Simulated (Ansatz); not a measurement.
# Au(100) / 3 layers Ir(100) / Au(100): resistance against film thickness, part 2 of 2

Wanted: interface resistance and thickness dependence for Au(100) / 3 layers Ir(100) / Au(100).

Ansatz 0.2.0; Ansatz plane-wave DFT, PBE, PAW files; ballistic transport by layer matching (Landauer), zero bias.

So far, step of the lead's potential (meV): step 2 (with 3 layers) 15.3.

## Step 4: With 6 layers, k-mesh 13×13×1, film layers 6

The stack now holds 6 film layers; the k-mesh follows the cell, and the energies span -0.27 to 0.27 eV.

System of this step: Au(100) / 6 layers Ir(100) / Au(100). The cell holds 14 atoms: 8 Au and 6 Ir. Cell: a = 2.884 Å, b = 2.884 Å, c = 26.522 Å, α = 90.0°, β = 90.0°, γ = 90.0°. It derives from Au and Ir. Regions: lead, 8 atoms (8 Au); films, 6 atoms (6 Ir). The structure is stacked along c, and the current runs across the ab planes.

Input file input.yaml:

```yaml
crystal:
  lattice:
    - [2.8837582304, 0.0, 0.0]
    - [0.0, 2.8837582304, 0.0]
    - [0.0, 0.0, 26.5215402785]
  atoms:
    - { symbol: Au, position: [0.0, 0.0, 0.0384428087] }
    - { symbol: Au, position: [0.5, 0.5, 0.1153284262] }
    - { symbol: Au, position: [0.0, 0.0, 0.1922140436] }
    - { symbol: Au, position: [0.5, 0.5, 0.2690996611] }
    - { symbol: Ir, position: [0.0, 0.0, 0.3396187248] }
    - { symbol: Ir, position: [0.5, 0.5, 0.4037712349] }
    - { symbol: Ir, position: [0.0, 0.0, 0.467923745] }
    - { symbol: Ir, position: [0.5, 0.5, 0.532076255] }
    - { symbol: Ir, position: [0.0, 0.0, 0.5962287651] }
    - { symbol: Ir, position: [0.5, 0.5, 0.6603812752] }
    - { symbol: Au, position: [0.0, 0.0, 0.7309003389] }
    - { symbol: Au, position: [0.5, 0.5, 0.8077859564] }
    - { symbol: Au, position: [0.0, 0.0, 0.8846715738] }
    - { symbol: Au, position: [0.5, 0.5, 0.9615571913] }
kpoints:
  mp_grid: { grid: [13, 13, 1] }
hamiltonian:
  xc: pbe
scf:
  occupations: { method: fermi_dirac, width: 0.1 }
output:
  transmission:
    leads: [[0, 1]]
    kmesh: [26, 26]
    e_range: [-0.27, 0.27]
    de: 0.036
  write_potential: true
  write_density: true
  volumetric_format: npy
```

Run with:

```bash
> ansatz run input.yaml --threads 4 --pin off --max-ram 8192MiB --backend cpu --events-out ev --progress --plain --runs-dir out
```

Numbers of over 12 decimals in the logs are rounded to 6 here.

What it wrote:

```text
[...]
Crystal: 14 atoms, lattice volume = 220.555 Å³
Basis set: ecut = 420 eV, 4293 PW (Γ)
Bands: 153, of which v1, the nominal top of the filled ones, is band 127 counted from 1 (126 counted from 0)
Symmetry: 16 space group operations
[...]
k-points: 28 of 169
[...]
--- Transmission ---
  basis      : 69 plane waves across, 43 finite elements along
  points     : 105, standing for a mesh of 26 x 26
[...]
filled         : 30.3 meV over the level at which it is neutral
    channels       : 9.423077e-1 a spin
[...]
slowest decay  : 0.0264 /Å at (0.5000, 0.2308)
  junction   : crystal 0 to crystal 0, 0.70 to 25.18 Å
    transmission   : 4.985963e-1 a spin
[...]
resistance     : 1.0642e-3 Ω µm² beyond half of each lead's own
[key lines of the parts left out:]
SCF converged after 11 iterations
Free energy (F): -176804.127991 eV
Fermi energy:    22.679222 eV
```

Run time: 74 s. Hardware: 4 threads of Arm Neoverse V2, shared host; peak memory 1.3 GiB.

Numbers from this step:

```
free energy                                                                : -176804.1280 eV
energy at zero smearing                                                    : -176803.9774 eV
Fermi energy                                                               : 22.68 eV
step of the lead's potential                                               : 9.8 meV
estimated errors of the lead's conductance                                 : 0, 5, 0.5 % (band edges, k-mesh, distance from neutral)
lead conductance per cell                                                  : 0.9478 G₀
conductance of the junction                                                : 4.55e14 S/m²
junction conductance per cell                                              : 0.4886 G₀
estimated errors of the junction's conductance                             : 0.7, 0, 9.8, 9.6, 1.9 % (energy step, band edges, k-mesh, leads' steps, distance from neutral)
area resistance that the stack adds (contact term taken off, spin by spin) : 1.064 fΩ m²
```

Per spin. Transmission, zone mean against energy, zero at the Fermi level:

```tsv
energy (eV)	transmission, zone mean
-0.270	0.464
-0.234	0.462
-0.198	0.535
-0.162	0.540
-0.126	0.505
-0.090	0.479
-0.054	0.475
-0.018	0.449
0.018	0.499
0.054	0.525
0.090	0.569
0.126	0.566
0.162	0.565
0.198	0.577
0.234	0.606
0.270	0.598
```

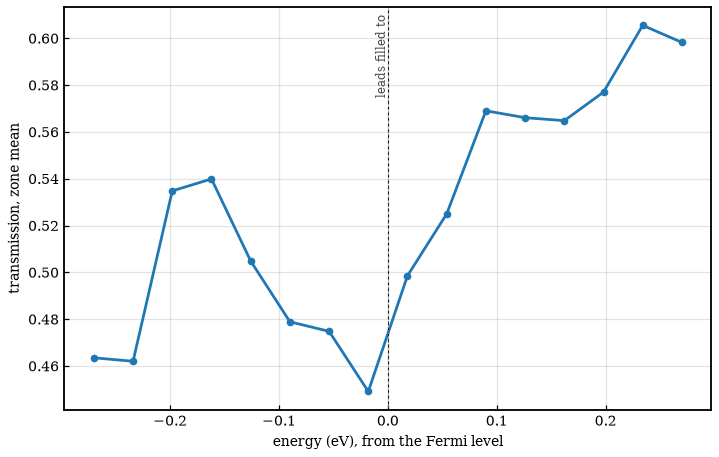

Transmission, zone mean against energy.

The conductance of the junction is 4.6e14 S/m², 15 % under the 5.4e14 S/m² of the last finished run, no more than the error estimates, leads' steps apart, of 11 and 9.8 % together.

## Step 5: With 8 layers, k-mesh 13×13×1, film layers 8

The stack now holds 8 film layers; the k-mesh follows the cell, and the energies span -0.27 to 0.27 eV.

System of this step: Au(100) / 8 layers Ir(100) / Au(100). The cell holds 16 atoms: 8 Au and 8 Ir. Its edges and angles: a = 2.884 Å, b = 2.884 Å, c = 29.924 Å, α = 90.0°, β = 90.0°, γ = 90.0°. It derives from Au and Ir. Regions: lead, 8 atoms (8 Au); films, 8 atoms (8 Ir). The structure is stacked along c, and the current runs across the ab planes.

input.yaml, the sections that differ from step 4:

```yaml
crystal:
  lattice:
    - [2.8837582304, 0.0, 0.0]
    - [0.0, 2.8837582304, 0.0]
    - [0.0, 0.0, 29.924387038]
  atoms:
    - { symbol: Au, position: [0.0, 0.0, 0.034071291] }
    - { symbol: Au, position: [0.5, 0.5, 0.1022138731] }
    - { symbol: Au, position: [0.0, 0.0, 0.1703564552] }
    - { symbol: Au, position: [0.5, 0.5, 0.2384990373] }
    - { symbol: Ir, position: [0.0, 0.0, 0.3009990373] }
    - { symbol: Ir, position: [0.5, 0.5, 0.3578564552] }
    - { symbol: Ir, position: [0.0, 0.0, 0.4147138731] }
    - { symbol: Ir, position: [0.5, 0.5, 0.471571291] }
    - { symbol: Ir, position: [0.0, 0.0, 0.528428709] }
    - { symbol: Ir, position: [0.5, 0.5, 0.5852861269] }
    - { symbol: Ir, position: [0.0, 0.0, 0.6421435448] }
    - { symbol: Ir, position: [0.5, 0.5, 0.6990009627] }
    - { symbol: Au, position: [0.0, 0.0, 0.7615009627] }
    - { symbol: Au, position: [0.5, 0.5, 0.8296435448] }
    - { symbol: Au, position: [0.0, 0.0, 0.8977861269] }
    - { symbol: Au, position: [0.5, 0.5, 0.965928709] }
# kpoints, hamiltonian, scf, output: as in step 4
```

What it wrote:

```text
[...]
Crystal: 16 atoms, lattice volume = 248.853 Å³
Basis set: ecut = 420 eV, 4833 PW (Γ)
Bands: 173, of which v1, the nominal top of the filled ones, is band 144 counted from 1 (143 counted from 0)
Symmetry: 16 space group operations
[...]
k-points: 28 of 169
[...]
--- Transmission ---
  basis      : 69 plane waves across, 51 finite elements along
  points     : 105, standing for a mesh of 26 x 26
[...]
filled         : 19.5 meV over the level at which it is neutral
    channels       : 9.423077e-1 a spin
[...]
slowest decay  : 0.0340 /Å at (0.4615, 0.4231)
  junction   : crystal 0 to crystal 0, 0.70 to 28.58 Å
    transmission   : 4.995059e-1 a spin
[...]
resistance     : 1.0312e-3 Ω µm² beyond half of each lead's own
[key lines of the parts left out:]
SCF converged after 11 iterations
Free energy (F): -200674.114807 eV
Fermi energy:    23.015263 eV
```

Elapsed: 92 s, on 4 threads; peak memory 1.5 GiB.

Numbers from this step:

```
free energy                                                                : -200674.1148 eV
energy at zero smearing                                                    : -200673.9037 eV
Fermi energy                                                               : 23.02 eV
step of the lead's potential                                               : 10.6 meV
ballistic conductance of the lead                                          : 8.81e14 S/m²
estimated errors of the lead's conductance                                 : 0, 5.1, 0.3 % (band edges, k-mesh, distance from neutral)
lead conductance per cell                                                  : 0.9458 G₀
conductance of the junction                                                : 4.62e14 S/m²
junction conductance per cell                                              : 0.4955 G₀
estimated errors of the junction's conductance                             : 0, 0, 13.9, 10.2, 1 % (energy step, band edges, k-mesh, leads' steps, distance from neutral)
area resistance that the stack adds (contact term taken off, spin by spin) : 1.031 fΩ m²
```

Per spin. Transmission, zone mean against energy, zero at the Fermi level:

```tsv
energy (eV)	transmission, zone mean
-0.270	0.455
-0.234	0.453
-0.198	0.435
-0.162	0.476
-0.126	0.484
-0.090	0.489
-0.054	0.490
-0.018	0.489
0.018	0.500
0.054	0.515
0.090	0.516
0.126	0.541
0.162	0.538
0.198	0.545
0.234	0.553
0.270	0.568
```

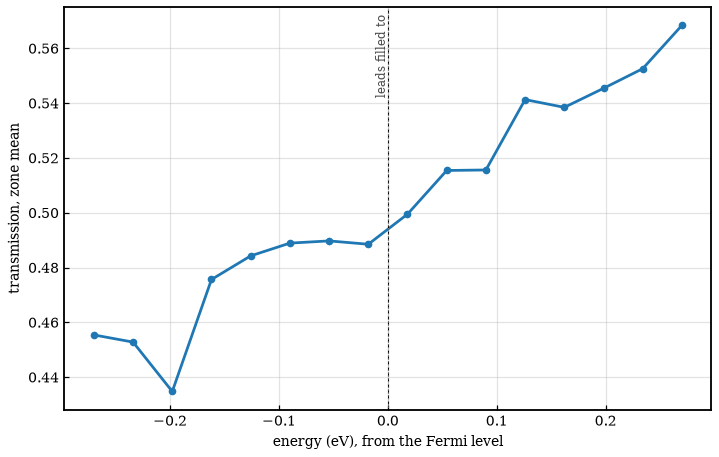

Transmission, zone mean, plotted against energy.

The conductance of the junction is 4.6e14 S/m², 1.4 % over the 4.6e14 S/m² of the last finished run, within the error estimates, leads' steps apart, of 9.8 and 14 %.

## Step 6: With 10 layers, k-mesh 13×13×1, film layers 10

The stack now holds 10 film layers; the k-mesh follows the cell, and the energies span -0.27 to 0.27 eV.

System of this step: Au(100) / 10 layers Ir(100) / Au(100). The cell holds 18 atoms: 8 Au and 10 Ir. Its edges and angles: a = 2.884 Å, b = 2.884 Å, c = 33.327 Å, α = 90.0°, β = 90.0°, γ = 90.0°. It derives from Au and Ir. Regions: lead, 8 atoms (8 Au); films, 10 atoms (10 Ir). The structure is stacked along c, and the current runs across the ab planes.

input.yaml, the sections that differ from step 5:

```yaml
crystal:
  lattice:
    - [2.8837582304, 0.0, 0.0]
    - [0.0, 2.8837582304, 0.0]
    - [0.0, 0.0, 33.3272337975]
  atoms:
    - { symbol: Au, position: [0.0, 0.0, 0.030592473] }
    - { symbol: Au, position: [0.5, 0.5, 0.091777419] }
    - { symbol: Au, position: [0.0, 0.0, 0.152962365] }
    - { symbol: Au, position: [0.5, 0.5, 0.214147311] }
    - { symbol: Ir, position: [0.0, 0.0, 0.2702658056] }
    - { symbol: Ir, position: [0.5, 0.5, 0.3213178488] }
    - { symbol: Ir, position: [0.0, 0.0, 0.372369892] }
    - { symbol: Ir, position: [0.5, 0.5, 0.4234219352] }
    - { symbol: Ir, position: [0.0, 0.0, 0.4744739784] }
    - { symbol: Ir, position: [0.5, 0.5, 0.5255260216] }
    - { symbol: Ir, position: [0.0, 0.0, 0.5765780648] }
    - { symbol: Ir, position: [0.5, 0.5, 0.627630108] }
    - { symbol: Ir, position: [0.0, 0.0, 0.6786821512] }
    - { symbol: Ir, position: [0.5, 0.5, 0.7297341944] }
    - { symbol: Au, position: [0.0, 0.0, 0.785852689] }
    - { symbol: Au, position: [0.5, 0.5, 0.847037635] }
    - { symbol: Au, position: [0.0, 0.0, 0.908222581] }
    - { symbol: Au, position: [0.5, 0.5, 0.969407527] }
# kpoints, hamiltonian, scf, output: as in step 5
```

What it wrote:

```text
[...]
Crystal: 18 atoms, lattice volume = 277.151 Å³
Basis set: ecut = 420 eV, 5395 PW (Γ)
Bands: 194, of which v1, the nominal top of the filled ones, is band 161 counted from 1 (160 counted from 0)
Symmetry: 16 space group operations
[...]
k-points: 28 of 169
[...]
--- Transmission ---
  basis      : 69 plane waves across, 58 finite elements along
  points     : 105, standing for a mesh of 26 x 26
[...]
filled         : 27.0 meV over the level at which it is neutral
    channels       : 9.423077e-1 a spin
[...]
slowest decay  : 0.0293 /Å at (0.4615, 0.4231)
  junction   : crystal 0 to crystal 0, 0.70 to 31.99 Å
    transmission   : 5.324153e-1 a spin
[...]
resistance     : 9.2118e-4 Ω µm² beyond half of each lead's own
[key lines of the parts left out:]
SCF converged after 11 iterations
Free energy (F): -224544.136838 eV
Fermi energy:    23.296215 eV
```

Run time: 1.8 min. Hardware: 4 threads; peak memory 1.8 GiB.

This step gave:

- free energy: -224544.1368 eV
- energy at zero smearing: -224543.8935 eV
- Fermi energy: 23.30 eV
- step of the lead's potential: 9.9 meV
- ballistic conductance of the lead: 8.82e14 S/m²
- estimated errors of the lead's conductance: 0, 5, 0.4 % (band edges, k-mesh, distance from neutral)
- lead conductance per cell: 0.9471 G₀
- conductance of the junction: 4.87e14 S/m²
- junction conductance per cell: 0.5224 G₀
- estimated errors of the junction's conductance: 0.4, 0, 12.1, 14.6, 3 % (energy step, band edges, k-mesh, leads' steps, distance from neutral)
- area resistance that the stack adds (contact term taken off, spin by spin): 0.9212 fΩ m²

Per spin. Table of transmission, zone mean by energy, zero at the Fermi level:

```tsv
energy (eV)	transmission, zone mean
-0.270	0.449
-0.234	0.480
-0.198	0.510
-0.162	0.529
-0.126	0.493
-0.090	0.490
-0.054	0.508
-0.018	0.495
0.018	0.532
0.054	0.556
0.090	0.582
0.126	0.618
0.162	0.593
0.198	0.612
0.234	0.570
0.270	0.624
```

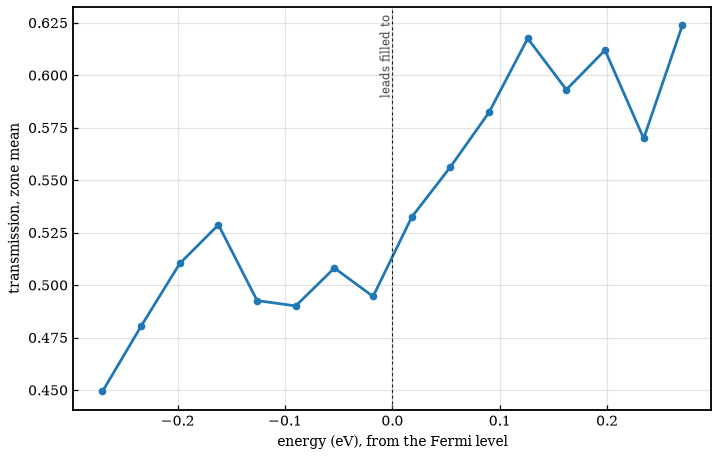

Transmission, zone mean against energy.

The conductance of the junction is 4.9e14 S/m², 5.4 % over the 4.6e14 S/m² of the last finished run, within the error estimates, leads' steps apart, of 14 and 12 %. The estimate from the leads' steps, 15 %, is larger still.

## Step 7: The ladder

Times are for 4 threads of Arm Neoverse V2, shared host. The series side by side:

```tsv
no.	film layers	area resistance that the stack adds (contact term taken off, spin by spin) (fΩ m²)	conductance of the junction (S/m²)	time	memory (GiB)
1	3	0.5287	6.01e14	4.2 min	1.6
2	5	0.7276	5.37e14	2.1 min	1.4
3	6	1.064	4.55e14	74 s	1.3
4	8	1.031	4.62e14	92 s	1.5
5	10	0.9212	4.87e14	1.8 min	1.8
```

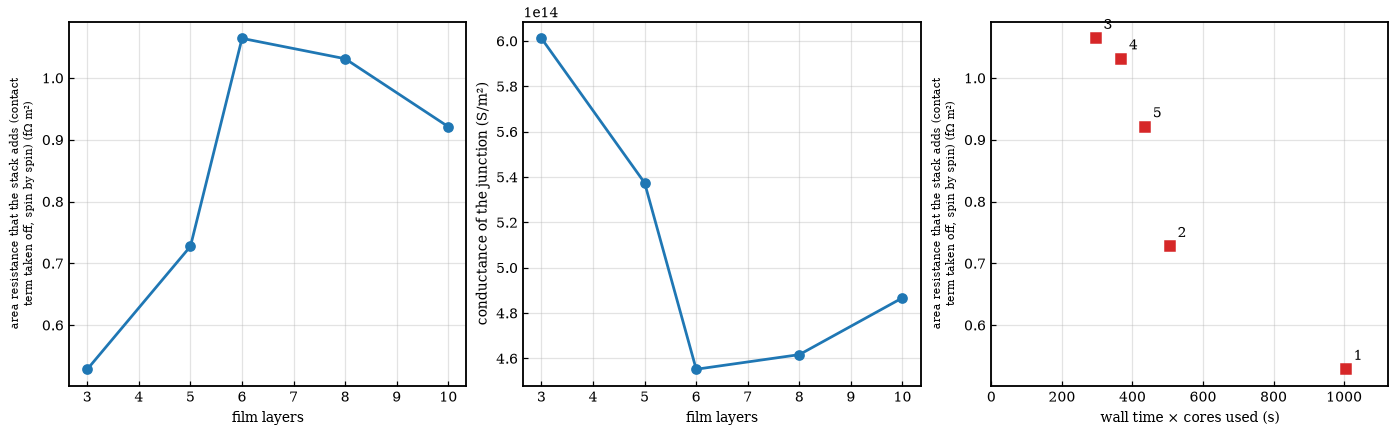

The series as plots; the last panel sets the first result against cost, with the runs numbered as in the table.

## Step 8: With 5 layers

This step: Ansatz plane-wave DFT, PBE, PAW files; ballistic transport by layer matching (Landauer), zero bias; changed: output.transmission.e_range = [1, -1], scf.max_iter = 60 (Ansatz 0.2.0).

System of this step: Au(100) / 5 layers Ir(100) / Au(100). The cell holds 13 atoms: 8 Au and 5 Ir. Cell: a = 2.884 Å, b = 2.884 Å, c = 24.904 Å, α = 86.7°, β = 86.7°, γ = 90.0°. It derives from Au and Ir. Regions: lead, 8 atoms (8 Au); films, 5 atoms (5 Ir). The structure is stacked along c, and the current runs across the ab planes.

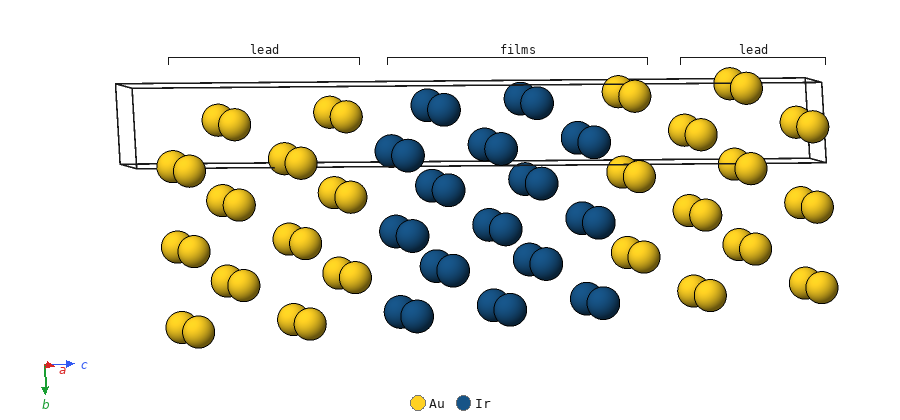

The cell of this step (gold yellow, iridium blue). 2×3×1 cells are drawn.

Input file input.yaml:

```yaml
crystal:
  lattice:
    - [2.8837582304, 0.0, 0.0]
    - [0.0, 2.8837582304, 0.0]
    - [1.4418791152, 1.4418791152, 24.8201168988]
  atoms:
    - { symbol: Au, position: [0.979460965, 0.979460965, 0.04107807] }
    - { symbol: Au, position: [0.438382895, 0.438382895, 0.1232342101] }
    - { symbol: Au, position: [0.8973048249, 0.8973048249, 0.2053903501] }
    - { symbol: Au, position: [0.3562267549, 0.3562267549, 0.2875464902] }
    - { symbol: Ir, position: [0.8185501759, 0.8185501759, 0.3628996482] }
    - { symbol: Ir, position: [0.284275088, 0.284275088, 0.4314498241] }
    - { symbol: Ir, position: [0.75, 0.75, 0.5] }
    - { symbol: Ir, position: [0.215724912, 0.215724912, 0.5685501759] }
    - { symbol: Ir, position: [0.6814498241, 0.6814498241, 0.6371003518] }
    - { symbol: Au, position: [0.1437732451, 0.1437732451, 0.7124535098] }
    - { symbol: Au, position: [0.6026951751, 0.6026951751, 0.7946096499] }
    - { symbol: Au, position: [0.061617105, 0.061617105, 0.8767657899] }
    - { symbol: Au, position: [0.520539035, 0.520539035, 0.95892193] }
kpoints:
  mp_grid: { grid: [13, 13, 1] }
hamiltonian:
  xc: pbe
scf:
  occupations: { method: fermi_dirac, width: 0.1 }
  max_iter: 60
output:
  transmission: { leads: [[0, 1]], kmesh: [26, 26], e_range: [1, -1], de: 0.036 }
  write_potential: true
  write_density: true
  volumetric_format: npy
```

What it wrote:

```text
Error: invalid value for `output.transmission.e_range`: [1, -1] eV must be finite with min < max
```

Elapsed: 0.05 s, on 4 threads; peak memory 0.08 GiB.

The input was rejected at the start.

The program's message: “Error: invalid value for `output.transmission.e_range`: [1, -1] eV must be finite with min < max”

The change that led to it: output.transmission.e_range = [1, -1].

## Step 9: Results

```
area resistance, 3 layers  : 0.529 fΩ m²
area resistance, 5 layers  : 0.728 fΩ m²
area resistance, 6 layers  : 1.06 fΩ m²
area resistance, 8 layers  : 1.03 fΩ m²
area resistance, 10 layers : 0.921 fΩ m²
```

**Reading.** The stack adds 0.53 fΩ m² with 3 layers and 0.92 fΩ m² with 10. Between 5 and 10 layers it doesn't move one way: it lies between 0.728 (at 5) and 1.06 fΩ m² (at 6), and 0 of the steps exceed the two runs' error estimates together. Atoms sit on ideal sites and aren't relaxed. Spin-orbit coupling is left out, which matters for Au and Ir. The program's error estimates for the conductances, leads' steps apart, run from 7.4 to 14 %. Ir(100) is stretched by 6.2 % in plane to fit Au(100), at its own atomic volume.

[Logs are printed without paths, hosts, clocks, repeated set-up lines and the standing remarks that a program may print on its own settings, such as how far it seeks lower states.]

[Hosts, paths, dates, database ids (printed as entryN), source tags and the programs' standing remarks are cut or masked in the printed files.]
